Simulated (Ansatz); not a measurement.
System: a slab cut from TaN (slab content Ta₁₀N₁₂), space group P-62m (No. 189).

The given structure:
```xyz
6
Lattice="5.1996 0.0000 0.0000 -2.5998 4.5030 0.0000 0.0000 0.0000 2.9104" Properties=species:S:1:pos:R:3 pbc="T T T"
Ta    0.0000    3.0020    1.4552
Ta    2.5998    1.5010    1.4552
Ta    0.0000    0.0000    0.0000
N     2.0403    0.0000    0.0000
N     1.5796    2.7360    0.0000
N    -1.0202    1.7670    0.0000
```

Method: spacing and rumpling of the atomic planes of a slab cut from the relaxed bulk cell along the Miller plane (conventional indices), bottom to top, after all atoms relax, plane waves with PAW datasets, Γ-centred k mesh (Ansatz 0.2.0). Level: r2SCAN, no spin polarisation.

- space group in which the indices count: 189
- Miller index h: 0
- Miller index k: 0
- Miller index l: 1
- top plane: TaN3
- bottom plane: TaN3
- planes: 7
- surface cell: (1, 1)
- slab thickness as cut: 8.73 Å
- vacuum: 15 Å
- surface area: 23.41 Å²
- surface a: 5.2 Å
- surface b: 5.2 Å
- surface angle: 120 °
- slab atoms: 22
- wave cutoff: 500 eV
- k mesh: 9×9×1
- occupations: Gaussian
- smearing width: 0.1 eV
- boundary: dipole corrected

Predict the spacing change of each pair of planes. The cases: 1–2; 2–3; 3–4; 4–5; 5–6; 6–7.

The least value, −0.261 Å, is that of 1–2 and 6–7, and the largest, 0.116 Å, that of 2–3 and 5–6.

| pair of planes | spacing change (Å) | spacing to next (Å) | content of the two planes |
| --- | --- | --- | --- |
| 1–2 | −0.261 | 1.194 | TaN3 and Ta2 |
| 2–3 | 0.116 | 1.571 | Ta2 and TaN3 |
| 3–4 | −0.015 | 1.440 | TaN3 and Ta2 |
| 4–5 | −0.015 | 1.440 | Ta2 and TaN3 |
| 5–6 | 0.116 | 1.571 | TaN3 and Ta2 |
| 6–7 | −0.261 | 1.194 | Ta2 and TaN3 |

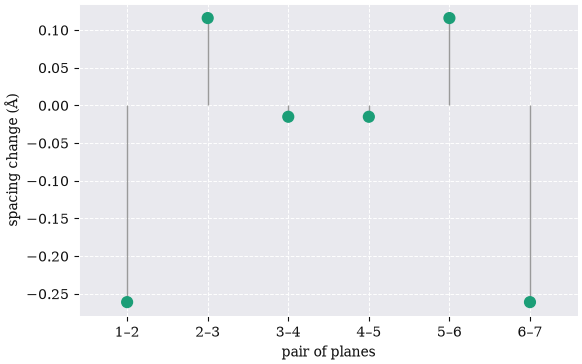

Limits of the calculation: xc potential rough in thin density.
